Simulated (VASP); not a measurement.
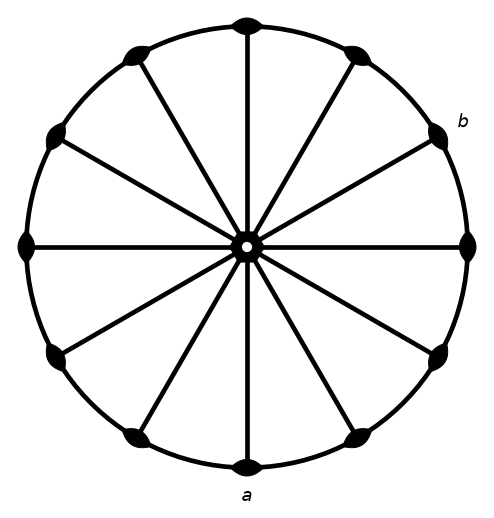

Stereographic projection: heavy lines are mirror planes (a heavy rim: a mirror in the plane of the page); lens, triangle, square and hexagon are 2-, 3-, 4- and 6-fold axes, a lens in an open square is −4, a triangle in an open hexagon −6; thin dashed diameters join the ends of axes that lie in the page; a small open circle marks inversion. The c axis points at the viewer. Computed from the symmetry operations of a computed or model structure of composition Ti.

### Name the crystal class.

6/mmm (D6h), order 24, hexagonal system: one sixfold axis, six twofold axes, seven mirror planes, an inversion centre.

### Can such a crystal be piezoelectric, pyroelectric or chiral?

It is centrosymmetric, so neither piezoelectric nor pyroelectric; it is not chiral.
